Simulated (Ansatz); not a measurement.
TiC

Input

```
crystal:
  lattice:
    - [3.0428193647, 0.0, 0.0]
    - [-1.5214096823, 2.6351588689, 0.0]
    - [0.0, 0.0, 2.6967849878]
  atoms:
    - { symbol: Ti, position: [0.0, 0.0, 0.0] }
    - { symbol: C, position: [0.6666666667, 0.3333333333, 0.5] }
basis:
  ecutwfc: 420
kpoints:
  mp_grid: { grid: [24, 24, 20] }
hamiltonian:
  xc: pbe
scf:
  occupations: { method: gaussian, width: 0.1 }
output:
  forces: true
  stress: true
  eigenvalues: true
  write_density: true
  write_potential: true
  elf: true
  volumetric_format: npy
relax:
  adjacent_minimum: "off"
  f_tol: 0.01
  max_steps: 80
  cell: { stress_tol: 0.05 }
```

Launched as:

```sh
ansatz run input.yaml --threads 1 --pin off --max-ram 2048MiB --backend cpu --events-out ev --progress --plain --runs-dir out
```

Below, planes, directions and counts refer to the conventional cell (a = 3.04 Å, b = 3.04 Å, c = 2.70 Å, α = 90.00°, β = 90.00°, γ = 120.00°).

The fields are those of the relaxed geometry.

Space group P-6m2; a structure generated by program, which may or may not match a known phase; computed without spin polarisation.

Level of theory: Ansatz, DFT PBE, scalar-relativistic, plane waves, PAW.

> What will maps of the valence pseudo-density and electron localisation function show?

Ti–C (2.21 Å): the density is about 0.47 e/Å³ at the midpoint; the ELF peaks at about 0.80 in the valence shell of C, 0.7 Å from its nucleus, and is about 0.30 at the midpoint.
Ti–Ti (2.70 Å): the density is about 0.24 e/Å³ at the midpoint; the ELF is about 0.15 at the midpoint; no shared electron pair shows on this line.

> Metal or insulator at this level of theory?

It is metallic or semimetallic at this level of theory: no gap opens.

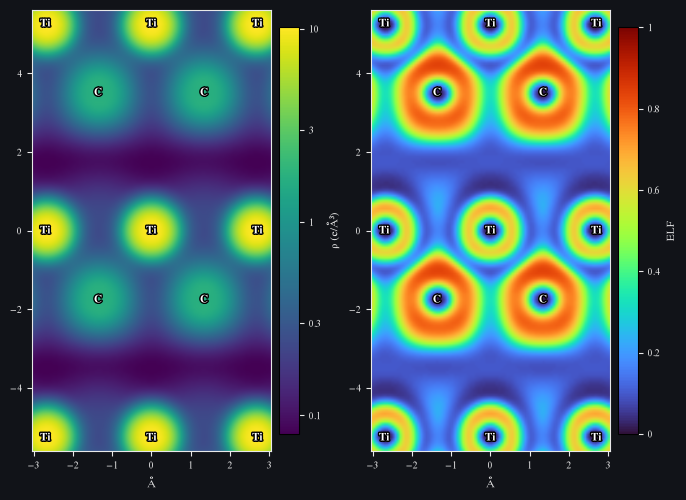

Computed valence pseudo-density and electron localisation function on the (110) plane of the conventional cell, in this order. 

The density is the valence pseudo-density of a PAW calculation; it isn't the true density close to the nuclei.
